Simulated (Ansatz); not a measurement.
Band-structure calculation, with input and output: HfO2 (part 2 of 2)

The same run, continued: HfO2 (3 atoms in the cell); DFT, HSE06, plane waves, PAW, no spin polarisation (Ansatz 0.2.0); cutoff 420 eV, 6×6×6 k-mesh, fixed occupations. The structure was built on a prototype by a generator. The geometry comes from this level: r2SCAN (a point of a series of strains). It belongs to a series of runs on one base structure; here: epitaxial_111 strain -5.0%.

Geometry of the input (Å; fractional positions):
```
0.2033  2.6060  2.6060
2.6060  0.2033  2.6060
2.6060  2.6060  0.2033
Hf 0.0000  0.0000  0.0000
O  0.2459  0.2459  0.2459
O  0.7541  0.7541  0.7541
```

```
hybrid outer 3: dexx = +1.992e-9 eV, tail = 1.17e-9 eV, Δε = 1.17e-4 eV (about 1.88e-5 eV left of the loop's levels), ΔF = 1.29e-5 eV/Å (tail 6.11e-5)
the search or the solves at the SCF's close seem to have found levels that the self-consistency loop had missed (the run counts 1). By its estimate they hold under 1e-12 electrons; where the run keeps them, the occupations were computed again with them
NSCF: frozen V_eff on 7 k-points
hybrid SCF converged: 3 outer / 15 inner (+2 warm-up), last move |dexx| = 1.99e-9 eV, tail = 1.17e-9 eV
Stability not checked: this state was not tested for a lower state beside it, because the functional holds exact exchange (a hybrid, or Hartree-Fock), whose exchange loop this test does not read (fock_operator; see scf.lower_state_search)
Free energy (F): -16861.445551 eV
Frozen-core exchange: fock
Harris-Foulkes:  -16861.445551 eV  (|F-HF|=1.09e-11)
Internal energy: -16861.445551 eV  (E = F + TS)
E sigma→0 (E₀):  -16861.445551 eV
Fermi energy:    15.786457 eV
--- Per-component energies (eV) ---
  E_band       = -11.477278
  E_kinetic    = 774.543144
  E_local      = -5622.564178  (includes V_loc(G=0)·N_el)
  E_nonlocal   = -1163.977864
  E_hartree    = 2590.817566
  E_xc         = -355.659668
  E_vxc        = -360.687789  (∫ρ·V_xc dr)
  E_exx        = -154.979156  (= α·E_x^exact, valence–valence)
  E_paw        = -7168.368630  (= ΣΔE_a)
  E_vpaw       = 1489.527865  (= ΣTr[D̂ρ^β])
  E_aug_tail   = 0.004873  (compensation charges beyond the density's cutoff)
  E_ewald      = -5762.360341
  E_core_change = 1.098702  (= ΣΔE_core)
  E_smearing   = -0.000000  (= −TS)
  E_closure    = 0.000001  (closes the sum)
  Σ components = -16861.445551   (vs F -16861.445551, Δ=3.64e-12)
--- Forces (eV/Å), atoms counted from 1 ---
  atom   1  Hf    -0.00000000    -0.00000000    -0.00000000
  atom   2  O      0.02509508     0.02509508     0.02509508
  atom   3  O     -0.02509508    -0.02509508    -0.02509508
  max |Σ_I F_I| component: 0.00e0 eV/Å
--- Stress (GPa, compression-positive) ---
       11.661832      -6.204968      -6.204968
       -6.204968      11.661832      -6.204968
       -6.204968      -6.204968      11.661832
  P = ⅓ Tr σ = 11.6618 GPa (116.618 kbar)
--- Band table (eV; the first three rows and the last of 32) ---
  k-point 0: bands = ["-47.6540", "-14.8671", "-14.7818", "-14.7818", "-4.9066", "-1.7460", "2.4920", "2.4920", "2.4964", "2.5517", "2.5517", "2.5768", "2.8237", "9.4948", "9.9325", "9.9325", "15.0453", "15.0453", "15.3458", "21.5216", "21.5216", "23.5695", "28.1786"]
  k-point 1: bands = ["-47.6470", "-14.9955", "-14.8698", "-14.8119", "-4.4358", "-2.0336", "2.4993", "2.5014", "2.5033", "2.5422", "2.5506", "2.5659", "2.7219", "9.8820", "10.2281", "10.7520", "14.1932", "14.5999", "14.7485", "21.9218", "22.1779", "24.5248", "27.5866"]
  k-point 2: bands = ["-47.6330", "-15.3786", "-14.8805", "-14.8714", "-3.7127", "-2.2911", "2.5058", "2.5100", "2.5271", "2.5339", "2.5431", "2.5564", "2.6066", "10.6186", "10.7377", "12.2383", "12.8249", "13.8301", "14.1265", "22.2130", "22.9394", "24.7493", "26.9100"]
  k-point 31: bands = ["-47.6423", "-15.3681", "-14.8221", "-14.8221", "-3.4847", "-2.5145", "2.4965", "2.4965", "2.5076", "2.5375", "2.5375", "2.5770", "2.5937", "10.9780", "10.9780", "12.6966", "12.7276", "13.7929", "13.7929", "22.1537", "22.1537", "23.6722", "26.6063"]
```

**File rho_z.tsv**
```
# z_ang	rho[e/angstrom^3]
# format = ansatz-planar-average/11
# lattice	0.203261741	2.605984944	2.605984944
# lattice	2.605984944	0.203261741	2.605984944
# lattice	2.605984944	2.605984944	0.203261741
# sites	3
# site	72	0.000000000	0.000000000	0.000000000
# site	8	1.331463384	1.331463384	1.331463384
# site	8	4.083768246	4.083768246	4.083768246
0.000000	2.657688e0
0.147641	2.555902e0
0.295282	2.286665e0
0.442922	1.933322e0
0.590563	1.578752e0
0.738204	1.274636e0
0.885845	1.035349e0
1.033486	8.482964e-1
1.181126	6.922559e-1
1.328767	5.542294e-1
1.476408	4.373833e-1
1.624049	3.546126e-1
1.771690	3.136449e-1
1.919331	3.136449e-1
2.066971	3.546126e-1
2.214612	4.373833e-1
2.362253	5.542294e-1
2.509894	6.922559e-1
2.657535	8.482964e-1
2.805175	1.035349e0
2.952816	1.274636e0
3.100457	1.578752e0
3.248098	1.933322e0
3.395739	2.286665e0
3.543379	2.555902e0
```

**File v_z.tsv**
```
# z_ang	v_es[eV]	v_tot[eV]
# format = ansatz-planar-average/11
# xc	hse06
# density_cutoff_ev	1680
# datasets	Hf=:simpson_from_first_knot:soft:fock:shift=0	O=:simpson_from_first_knot:soft:fock:shift=0
# lattice	0.203261741	2.605984944	2.605984944
# lattice	2.605984944	0.203261741	2.605984944
# lattice	2.605984944	2.605984944	0.203261741
# sites	3
# site	72	0.000000000	0.000000000	0.000000000
# site	8	1.331463384	1.331463384	1.331463384
# site	8	4.083768246	4.083768246	4.083768246
0.000000	7.017362e0	-5.063667e0
0.147641	6.587018e0	-5.429631e0
0.295282	5.921371e0	-5.877612e0
0.442922	5.586168e0	-5.870276e0
0.590563	5.720699e0	-5.307524e0
0.738204	6.456816e0	-4.073789e0
0.885845	7.826356e0	-2.189512e0
1.033486	9.675312e0	2.187039e-1
1.181126	1.177792e1	2.822307e0
1.328767	1.385637e1	5.180544e0
1.476408	1.575811e1	7.333215e0
1.624049	1.740435e1	9.283011e0
1.771690	1.857551e1	1.060228e1
1.919331	1.857551e1	1.060228e1
2.066971	1.740435e1	9.283011e0
2.214612	1.575811e1	7.333215e0
2.362253	1.385637e1	5.180544e0
2.509894	1.177792e1	2.822307e0
2.657535	9.675312e0	2.187039e-1
2.805175	7.826356e0	-2.189512e0
2.952816	6.456816e0	-4.073789e0
3.100457	5.720699e0	-5.307524e0
3.248098	5.586168e0	-5.870276e0
3.395739	5.921371e0	-5.877612e0
3.543379	6.587018e0	-5.429631e0
```

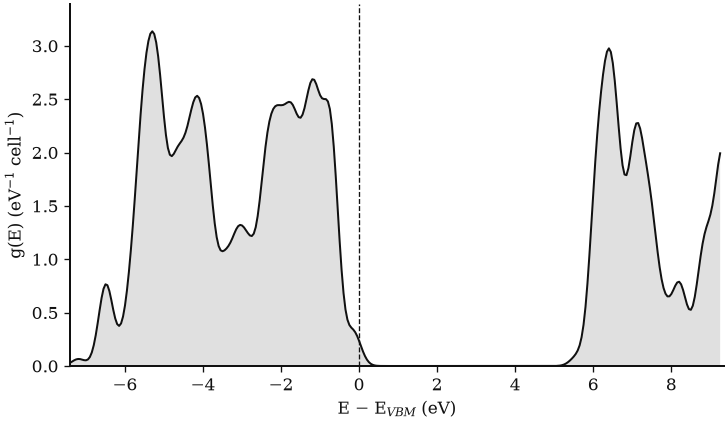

*Density of states (the curve is built from the levels of the k mesh with Gaussians 0.4 eV wide, which also blur the band edges), with energies from the valence-band top.*

There is a gap of 5.55 eV on the k-point mesh. Small ripples come from the finite k-point mesh.

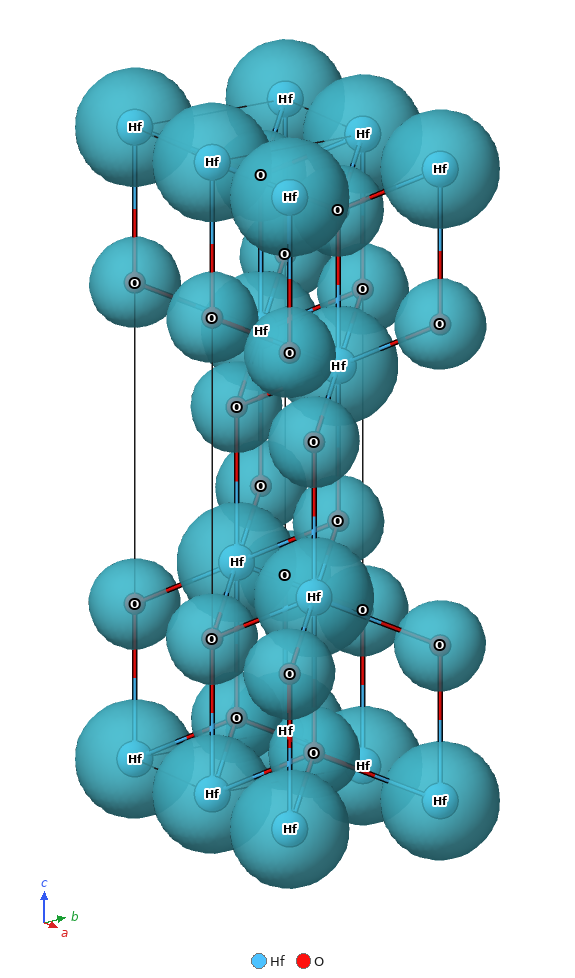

*Isosurface of the valence pseudo-density at 1.5 e/Å³ (cyan), seen slightly off an axis. Sticks mark near contacts. The outline is the cell set on symmetry axes.*

At this value the density breaks into separate islands; it holds about 75 % of the electrons treated as valence (semicore included). It is pinched off along the Hf–O (2.13 Å) and Hf–O (2.31 Å) contacts. On the grid the lowest density along these lines, outside the cores, is 0.65 e/Å³ (Hf–O, 2.13 Å) and 0.4 e/Å³ (Hf–O, 2.31 Å). In a PAW calculation such maps are meaningful between the atoms, not at the nuclei.

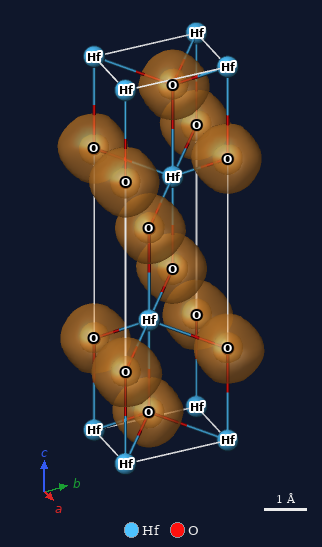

*Isosurface of the ELF at 0.7 (orange), seen slightly off an axis. Only the valence region is drawn (cores and ρ < 0.01 e/Å³ removed). Sticks mark near contacts. The outline is the cell set on symmetry axes.*

Profiles from the grid: Hf–O (2.13 Å): the ELF peaks at about 0.85 in the valence shell of O, 0.6 Å from its nucleus, and drops to about 0.15 between the two atoms. Hf–O (2.31 Å): the ELF peaks at about 0.85 in the valence shell of O, 0.7 Å from its nucleus, and drops to about 0.10 between the two atoms.

**Summary**

| quantity | value |
| --- | --- |
| outcome | converged |
| space group (tolerance 0.01 Å) | R-3m (166) |
| electrons treated | 38 |
| free energy | −16861.4456 eV |
| Fermi energy | 15.786 eV |
| gap on the k-point mesh | 5.55 eV |
| pressure | 11.66 GPa |
| largest force (length of the vector) | 0.043 eV/Å |
| wall time | 47 s (CPU time 2.5 min) |
| peak memory | 1.2 GiB |

The program warns: the exchange loop's threshold is looser than advised for the stress; the SCF threshold is looser than advised for the printed stress. Spin–orbit coupling is left out, which matters for Hf. The cell is under a pressure of 11.7 GPa at this level, so it is not at its equilibrium volume.
